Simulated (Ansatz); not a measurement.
**Geometry relaxation of Ti2Si3 (part 2 of 2)**

Continued. System: Ti2Si3 (10 atoms in the cell). Method: DFT PBE, scalar-relativistic, plane waves, PAW, no spin polarisation (Ansatz 0.2.0); cutoff 420 eV, 4×4×4 k-mesh, Gaussian smearing of 0.1 eV. The structure was made by a generator, so it may or may not be a known phase.

Geometry of the input (Å; fractional positions):
```
5.4118  0.0000  0.0000
0.0000  5.4118  0.0000
0.0000  0.0000  5.4118
Ti 0.2500  0.2500  0.2500
Ti 0.2500  0.7500  0.7500
Ti 0.7500  0.7500  0.2500
Ti 0.7500  0.2500  0.7500
Si 0.0000  0.5000  0.5000
Si 0.0000  0.5000  0.0000
Si 0.5000  0.0000  0.5000
Si 0.0000  0.0000  0.5000
Si 0.5000  0.0000  0.0000
Si 0.5000  0.5000  0.0000
```

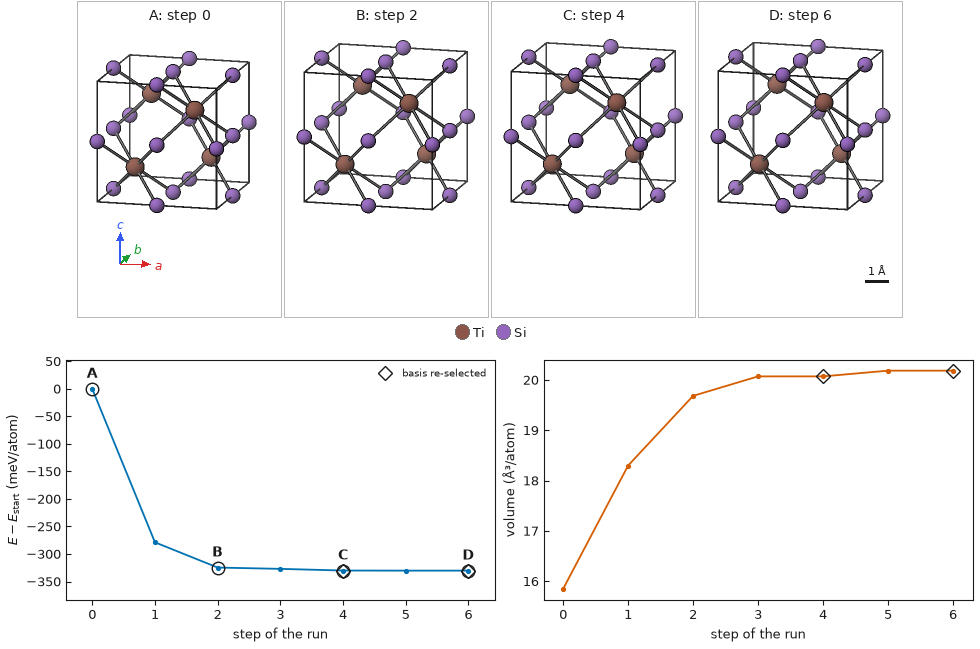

*Frames of the relaxation (ball-and-stick view of the cell of the calculation, seen slightly off an axis) above the curves, on which the letters mark them (the first geometry is step 0 here and step 1 in the log).*

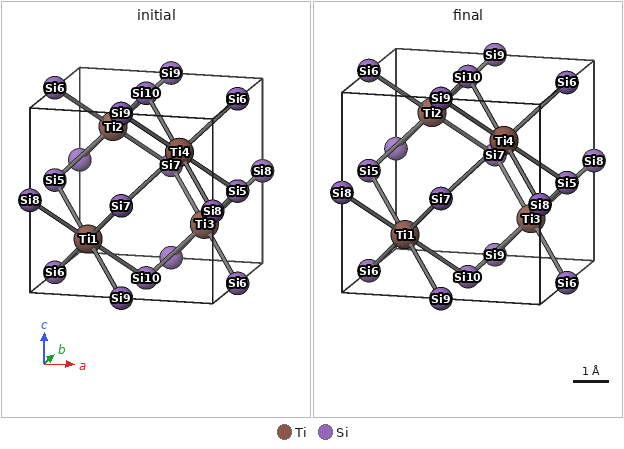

*Before (left) and after (right) the relaxation, at one scale (ball-and-stick view of the cell of the calculation, seen slightly off an axis).*

No atom moves by more than 0.005 Å relative to the cell. The drawn cell changes as follows: a = b = c 5.412 → 5.866 Å (+8.4 %); the volume changes by +27.4 %. Distances before and after: Ti1–Si10 2.343 → 2.540 Å. The space group stays Pn-3m (No. 224). Over 4 geometry steps the energy falls by 330 meV per atom. All forces vanish by symmetry, so only the cell relaxes. Pressure: 29.26 GPa at the start and 0.02 GPa at the end. 1 further SCF at an unchanged geometry re-selected the plane-wave basis for the new cell. The energy change given includes the shifts at the re-selections in mid-walk, which come without any move. A last SCF at the same geometry on a re-selected plane-wave basis shifts the energy by next to nothing (0.0 meV per atom). (Atoms are counted from 1 in the order of the input.)

```
basis re-selected at this cell: Δ(F+E_penalty+E_count) = -5.651e-5 eV, ΔP = -0.001 GPa vs the last step (what re-selecting the basis moved, of the pressure what is left beyond the Pulay correction that the steps carried, after the strain that the cell walked since its last selection, with what the two solves' SCF thresholds leave and, on support functions, any second-order correction that the steps lacked; it is no measure of the basis error at this ecutwfc). This SCF's stress stands 2.48e-2 GPa from its target on what of the cell is left free (relax.cell.stress_tol is 4.00e-1 GPa) and its largest allowed force component is 1.20e-17 eV/Å (relax.f_tol is 4.00e-2 eV/Å): within both
SCF converged after 6 iterations
Free energy (F): -13810.577671 eV
Harris-Foulkes:  -13810.577671 eV  (|F-HF|=8.37e-11)
Internal energy: -13810.529272 eV  (E = F + TS)
E sigma→0 (E₀):  -13810.553472 eV
Entropy (-TS):   -0.048398 eV (-4.840 meV/atom)
Fermi energy:    7.919004 eV
--- Per-component energies (eV) ---
  E_band       = -829.025419
  E_kinetic    = 1327.027011
  E_local      = -5009.415862  (includes V_loc(G=0)·N_el)
  E_nonlocal   = 191.803162
  E_hartree    = 2062.593530
  E_xc         = -718.624957
  E_vxc        = -764.801667  (∫ρ·V_xc dr)
  E_paw        = -7266.909620  (= ΣΔE_a)
  E_vpaw       = -698.825745  (= ΣTr[D̂ρ^β])
  E_aug_tail   = 0.000541  (compensation charges beyond the density's cutoff)
  E_ewald      = -4397.003078
  E_smearing   = -0.048398  (= −TS)
  E_closure    = 0.000000  (closes the sum)
  Σ components = -13810.577671   (vs F -13810.577671, Δ=0.00e0)
--- Forces (eV/Å), atoms counted from 1 ---
  atom   1  Ti    -0.00000000     0.00000000    -0.00000000
  atom   2  Ti    -0.00000000     0.00000000     0.00000000
  atom   3  Ti     0.00000000     0.00000000    -0.00000000
  atom   4  Ti    -0.00000000     0.00000000    -0.00000000
  atom   5  Si     0.00000000    -0.00000000    -0.00000000
  atom   6  Si    -0.00000000     0.00000000    -0.00000000
  atom   7  Si     0.00000000    -0.00000000     0.00000000
  atom   8  Si     0.00000000     0.00000000    -0.00000000
  atom   9  Si     0.00000000     0.00000000     0.00000000
  atom  10  Si    -0.00000000    -0.00000000     0.00000000
  max |Σ_I F_I| component: 2.31e-18 eV/Å
--- Stress (GPa, compression-positive) ---
        0.024801       0.000000       0.000000
        0.000000       0.024801      -0.000000
        0.000000      -0.000000       0.024801
  P = ⅓ Tr σ = 0.0248 GPa (0.248 kbar)
--- Band table (eV; the first three rows and the last of 10) ---
  k-point 0: bands = ["-49.0955", "-49.0940", "-49.0940", "-49.0940", "-25.4364", "-25.4255", "-25.4255", "-25.4255", "-25.3887", "-25.3887", "-25.3734", "-25.3734", "-25.3734", "-25.3663", "-25.3663", "-25.3663", "-2.2553", "0.1554", "0.1554", "1.8528", "1.8528", "3.1725", "3.1725", "3.1725", "3.5650", "5.3378", "5.3378", "5.3378", "5.9667", "5.9667", "5.9667", "7.2744", "7.8098", "7.8098", "7.8098", "7.9216", "7.9216", "7.9216", "8.1633", "8.1633", "8.1633", "8.3791", "8.3791", "9.1170", "9.1170", "9.1170"]
  k-point 1: bands = ["-49.0953", "-49.0942", "-49.0940", "-49.0940", "-25.4348", "-25.4271", "-25.4255", "-25.4255", "-25.3865", "-25.3855", "-25.3757", "-25.3727", "-25.3727", "-25.3696", "-25.3671", "-25.3671", "-2.0131", "-0.3912", "0.3231", "1.4615", "1.9542", "2.6060", "3.4040", "3.4040", "4.8123", "4.8769", "4.8769", "5.9300", "6.0074", "6.0074", "6.1156", "6.7634", "7.1081", "7.1081", "7.7183", "7.8068", "8.3592", "8.3876", "8.3876", "8.4310", "8.4767", "8.6231", "8.6231", "8.9956", "9.2753", "9.2753"]
  k-point 2: bands = ["-49.0947", "-49.0947", "-49.0940", "-49.0940", "-25.4309", "-25.4309", "-25.4254", "-25.4254", "-25.3811", "-25.3811", "-25.3776", "-25.3776", "-25.3717", "-25.3717", "-25.3682", "-25.3682", "-1.3281", "-1.3281", "0.8009", "0.8009", "2.2216", "2.2216", "4.0160", "4.0160", "4.0746", "4.0746", "6.0592", "6.0592", "6.0728", "6.0728", "6.7643", "6.7643", "6.8789", "6.8789", "7.0029", "7.0029", "8.5726", "8.5726", "8.5756", "8.5756", "8.7251", "8.7251", "9.0773", "9.0773", "9.5621", "9.5621"]
  k-point 9: bands = ["-49.0944", "-49.0944", "-49.0944", "-49.0942", "-25.4364", "-25.4261", "-25.4261", "-25.4261", "-25.3856", "-25.3856", "-25.3856", "-25.3680", "-25.3680", "-25.3680", "-25.3672", "-25.3672", "-0.2452", "-0.2452", "-0.2452", "0.4244", "0.4244", "0.4244", "4.4953", "4.8928", "5.4498", "5.4498", "5.4498", "6.1026", "6.1026", "6.6971", "6.6971", "6.6971", "7.9710", "7.9710", "7.9710", "8.3736", "8.5182", "8.5182", "8.5182", "8.5763", "8.5763", "8.6816", "8.6816", "8.6816", "8.9126", "8.9126"]
--- Relaxed structure (5 steps of the walk, 5 accepted, 2 SCFs on fresh bases) ---
  F+E_penalty+E_count = -13810.57767090 eV   max|allowed force component| = 1.197e-17 eV/Å   (the final SCF, on the basis selected at the relaxed cell)
  cell:  # Å, volume = 201.8490 Å³
    - [5.866001481704413, 3.0172902462066694e-33, 9.62964972193618e-34]
    - [2.246918268451775e-33, 5.866001481704413, 7.703719777548943e-34]
    - [1.9901276092001438e-33, 2.5679065925163143e-34, 5.866001481704413]
  atoms:
    - { symbol: Ti, position: [0.25, 0.25, 0.25] }
    - { symbol: Ti, position: [0.25, 0.7500000000000001, 0.7500000000000001] }
    - { symbol: Ti, position: [0.7500000000000001, 0.7500000000000001, 0.25] }
    - { symbol: Ti, position: [0.7500000000000001, 0.25, 0.7500000000000001] }
    - { symbol: Si, position: [1.0238411809328462e-34, 0.5, 0.5] }
    - { symbol: Si, position: [3.2035903218353914e-34, 0.5, 2.747520300442807e-34] }
    - { symbol: Si, position: [0.5, -3.969098908673626e-34, 0.5] }
    - { symbol: Si, position: [2.1878568786257015e-34, 4.79368725821361e-35, 0.5] }
    - { symbol: Si, position: [0.5, -1.2407054261833676e-34, -2.916861820814144e-34] }
    - { symbol: Si, position: [0.5, 0.5, 1.4722929118875772e-34] }
```

### Trajectory as extended XYZ (Å, eV, eV/Å), 7 frames, from step=1 to step=7
```
10
Lattice="5.4118 0.0000 0.0000 0.0000 5.4118 0.0000 0.0000 0.0000 5.4118" Properties=species:S:1:pos:R:3:forces:R:3 step=1 energy=-13807.27595 pressure_GPa=29.26
Ti    1.3529    1.3529    1.3529    0.0000   0.0000   0.0000
Ti    1.3529    4.0588    4.0588    0.0000   0.0000   0.0000
Ti    4.0588    4.0588    1.3529    0.0000   0.0000   0.0000
Ti    4.0588    1.3529    4.0588    0.0000   0.0000   0.0000
Si    0.0000    2.7059    2.7059    0.0000   0.0000   0.0000
Si    0.0000    2.7059    0.0000    0.0000   0.0000   0.0000
Si    2.7059    0.0000    2.7059    0.0000   0.0000   0.0000
Si    0.0000    0.0000    2.7059    0.0000   0.0000   0.0000
Si    2.7059    0.0000    0.0000    0.0000   0.0000   0.0000
Si    2.7059    2.7059    0.0000    0.0000   0.0000   0.0000
10
Lattice="5.6774 0.0000 0.0000 0.0000 5.6774 0.0000 0.0000 0.0000 5.6774" Properties=species:S:1:pos:R:3:forces:R:3 step=2 energy=-13810.06328 pressure_GPa=9.16
Ti    1.4193    1.4193    1.4193    0.0000   0.0000   0.0000
Ti    1.4193    4.2580    4.2580    0.0000   0.0000   0.0000
Ti    4.2580    4.2580    1.4193    0.0000   0.0000   0.0000
Ti    4.2580    1.4193    4.2580    0.0000   0.0000   0.0000
Si    0.0000    2.8387    2.8387    0.0000   0.0000   0.0000
Si    0.0000    2.8387    0.0000    0.0000   0.0000   0.0000
Si    2.8387    0.0000    2.8387    0.0000   0.0000   0.0000
Si    0.0000    0.0000    2.8387    0.0000   0.0000   0.0000
Si    2.8387    0.0000    0.0000    0.0000   0.0000   0.0000
Si    2.8387    2.8387    0.0000    0.0000   0.0000   0.0000
10
Lattice="5.8171 0.0000 0.0000 0.0000 5.8171 0.0000 0.0000 0.0000 5.8171" Properties=species:S:1:pos:R:3:forces:R:3 step=3 energy=-13810.52179 pressure_GPa=1.86
Ti    1.4543    1.4543    1.4543    0.0000   0.0000   0.0000
Ti    1.4543    4.3628    4.3628    0.0000   0.0000   0.0000
Ti    4.3628    4.3628    1.4543    0.0000   0.0000   0.0000
Ti    4.3628    1.4543    4.3628    0.0000   0.0000   0.0000
Si    0.0000    2.9085    2.9085    0.0000   0.0000   0.0000
Si    0.0000    2.9085    0.0000    0.0000   0.0000   0.0000
Si    2.9085    0.0000    2.9085    0.0000   0.0000   0.0000
Si    0.0000    0.0000    2.9085    0.0000   0.0000   0.0000
Si    2.9085    0.0000    0.0000    0.0000   0.0000   0.0000
Si    2.9085    2.9085    0.0000    0.0000   0.0000   0.0000
10
Lattice="5.8549 0.0000 0.0000 0.0000 5.8549 0.0000 0.0000 0.0000 5.8549" Properties=species:S:1:pos:R:3:forces:R:3 step=4 energy=-13810.54556 pressure_GPa=0.18
Ti    1.4637    1.4637    1.4637    0.0000   0.0000   0.0000
Ti    1.4637    4.3912    4.3912    0.0000   0.0000   0.0000
Ti    4.3912    4.3912    1.4637    0.0000   0.0000   0.0000
Ti    4.3912    1.4637    4.3912    0.0000   0.0000   0.0000
Si    0.0000    2.9275    2.9275    0.0000   0.0000   0.0000
Si    0.0000    2.9275    0.0000    0.0000   0.0000   0.0000
Si    2.9275    0.0000    2.9275    0.0000   0.0000   0.0000
Si    0.0000    0.0000    2.9275    0.0000   0.0000   0.0000
Si    2.9275    0.0000    0.0000    0.0000   0.0000   0.0000
Si    2.9275    2.9275    0.0000    0.0000   0.0000   0.0000
10
Lattice="5.8549 0.0000 0.0000 0.0000 5.8549 0.0000 0.0000 0.0000 5.8549" Properties=species:S:1:pos:R:3:forces:R:3 step=5 energy=-13810.57597 pressure_GPa=0.47
Ti    1.4637    1.4637    1.4637    0.0000   0.0000   0.0000
Ti    1.4637    4.3912    4.3912    0.0000   0.0000   0.0000
Ti    4.3912    4.3912    1.4637    0.0000   0.0000   0.0000
Ti    4.3912    1.4637    4.3912    0.0000   0.0000   0.0000
Si    0.0000    2.9275    2.9275    0.0000   0.0000   0.0000
Si    0.0000    2.9275    0.0000    0.0000   0.0000   0.0000
Si    2.9275    0.0000    2.9275    0.0000   0.0000   0.0000
Si    0.0000    0.0000    2.9275    0.0000   0.0000   0.0000
Si    2.9275    0.0000    0.0000    0.0000   0.0000   0.0000
Si    2.9275    2.9275    0.0000    0.0000   0.0000   0.0000
10
Lattice="5.8660 0.0000 0.0000 0.0000 5.8660 0.0000 0.0000 0.0000 5.8660" Properties=species:S:1:pos:R:3:forces:R:3 step=6 energy=-13810.57761 pressure_GPa=0.03
Ti    1.4665    1.4665    1.4665    0.0000   0.0000   0.0000
Ti    1.4665    4.3995    4.3995    0.0000   0.0000   0.0000
Ti    4.3995    4.3995    1.4665    0.0000   0.0000   0.0000
Ti    4.3995    1.4665    4.3995    0.0000   0.0000   0.0000
Si    0.0000    2.9330    2.9330    0.0000   0.0000   0.0000
Si    0.0000    2.9330    0.0000    0.0000   0.0000   0.0000
Si    2.9330    0.0000    2.9330    0.0000   0.0000   0.0000
Si    0.0000    0.0000    2.9330    0.0000   0.0000   0.0000
Si    2.9330    0.0000    0.0000    0.0000   0.0000   0.0000
Si    2.9330    2.9330    0.0000    0.0000   0.0000   0.0000
10
Lattice="5.8660 0.0000 0.0000 0.0000 5.8660 0.0000 0.0000 0.0000 5.8660" Properties=species:S:1:pos:R:3:forces:R:3 step=7 energy=-13810.57767 pressure_GPa=0.02
Ti    1.4665    1.4665    1.4665    0.0000   0.0000   0.0000
Ti    1.4665    4.3995    4.3995    0.0000   0.0000   0.0000
Ti    4.3995    4.3995    1.4665    0.0000   0.0000   0.0000
Ti    4.3995    1.4665    4.3995    0.0000   0.0000   0.0000
Si    0.0000    2.9330    2.9330    0.0000   0.0000   0.0000
Si    0.0000    2.9330    0.0000    0.0000   0.0000   0.0000
Si    2.9330    0.0000    2.9330    0.0000   0.0000   0.0000
Si    0.0000    0.0000    2.9330    0.0000   0.0000   0.0000
Si    2.9330    0.0000    0.0000    0.0000   0.0000   0.0000
Si    2.9330    2.9330    0.0000    0.0000   0.0000   0.0000
```

### Results in brief

```tsv
quantity	value
outcome	converged
space group (tolerance 0.01 Å)	Pn-3m (224)
electrons treated	72
free energy	−13810.5777 eV
Fermi energy	7.919 eV
gap on the k-point mesh	none (metallic)
pressure	0.02 GPa
final volume	201.85 Å³
largest force (length of the vector) at the end	under 0.001 eV/Å
final cell	a = 5.866 Å, b = 5.866 Å, c = 5.866 Å, α = 90.00°, β = 90.00°, γ = 90.00°
wall time	96 s
peak memory	0.48 GiB
```
